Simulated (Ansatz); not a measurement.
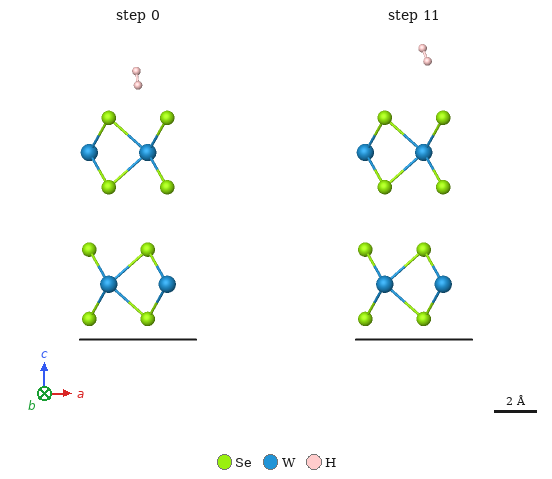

The structure of a slab of composition HW4Se8 (cut from the P6_3/mmc phase) before (left) and after (right) a constrained relaxation, at one scale.

A ball-and-stick model of the cell of the calculation, outlined in the plane, without the vacuum (origin shifted), seen along the b axis.

Case: 1 H2 a cell, tilted, over a bridge Se-Se site. The slab is the (0 0 1) face of WSe2 with H2 on it. 12 atoms are held fixed.

These are results of Ansatz 0.2.0, DFT PBE+D3(BJ), scalar-relativistic, plane waves, PAW, not measurements.

Input file:
```yaml
crystal:
  lattice:
    - [6.5580551065, 0.0, 0.0]
    - [-3.2790275533, 5.6794423217, 0.0]
    - [0.0, 0.0, 28.455850318]
  atoms:
    - { symbol: Se, position: [0.1666666667, 0.3333333333, 0.2811372674] }
    - { symbol: Se, position: [0.1666666667, 0.8333333333, 0.2811372674] }
    - { symbol: Se, position: [0.6666666667, 0.3333333333, 0.2811372674] }
    - { symbol: Se, position: [0.6666666667, 0.8333333333, 0.2811372674] }
    - { symbol: W, position: [0.3333333333, 0.1666666667, 0.3403297479] }
    - { symbol: W, position: [0.3333333333, 0.6666666667, 0.3403297479] }
    - { symbol: W, position: [0.8333333333, 0.1666666667, 0.3403297479] }
    - { symbol: W, position: [0.8333333333, 0.6666666667, 0.3403297479] }
    - { symbol: Se, position: [0.1666666667, 0.3333333333, 0.3995222284] }
    - { symbol: Se, position: [0.1666666667, 0.8333333333, 0.3995222284] }
    - { symbol: Se, position: [0.6666666667, 0.3333333333, 0.3995222284] }
    - { symbol: Se, position: [0.6666666667, 0.8333333333, 0.3995222284] }
    - { symbol: Se, position: [0.3333333333, 0.1666666667, 0.5060443222] }
    - { symbol: Se, position: [0.3333333333, 0.6666666667, 0.5060443222] }
    - { symbol: Se, position: [0.8333333333, 0.1666666667, 0.5060443222] }
    - { symbol: Se, position: [0.8333333333, 0.6666666667, 0.5060443222] }
    - { symbol: W, position: [0.1666666667, 0.3333333333, 0.5652818479] }
    - { symbol: W, position: [0.1666666667, 0.8333333333, 0.5652818479] }
    - { symbol: W, position: [0.6666666667, 0.3333333333, 0.5652818479] }
    - { symbol: W, position: [0.6666666667, 0.8333333333, 0.5652818479] }
    - { symbol: Se, position: [0.3333333333, 0.1666666667, 0.624541185] }
    - { symbol: Se, position: [0.3333333333, 0.6666666667, 0.624541185] }
    - { symbol: Se, position: [0.8333333333, 0.1666666667, 0.624541185] }
    - { symbol: Se, position: [0.8333333333, 0.6666666667, 0.624541185] }
    - { symbol: H, position: [0.5833333333, 0.6666666667, 0.6800657953] }
    - { symbol: H, position: [0.5699664772, 0.7022260409, 0.7044122826] }
basis:
  ecutwfc: 420
kpoints:
  mp_grid: { grid: [3, 3, 1] }
hamiltonian:
  xc: pbe
  dispersion: d3bj
scf:
  occupations: { method: gaussian, width: 0.05 }
output:
  forces: true
  eigenvalues: true
  write_density: true
  write_potential: true
  elf: true
  volumetric_format: npy
relax:
  adjacent_minimum: "off"
  f_tol: 0.04
  max_steps: 100
  constraints: [{ sites: [0, 1, 2, 3, 4, 5, 6, 7, 8, 9, 10, 11] }]
efield:
  axis: 3
  dipole_correction: true
  ramp_width: 0.04
```

Command:
```bash
ansatz run input.yaml --threads 4 --pin off --max-ram 10240MiB --backend cpu --events-out ev --progress --plain --runs-dir out
```

### What changed between the two?

H25 moves most: 1.42 Å at 35° to the normal (+c side). By element the largest moves are H 1.42 Å, Se 0.01 Å, W 0.01 Å. The cell doesn't change. The energy falls by 0.420 eV per cell of the calculation in 11 geometry steps. The largest force component goes from 0.62 to 0.024 eV/Å.

Limits of the set-up: the periodic images lie only 6.6 Å apart, so the values are limited by the cell's size.
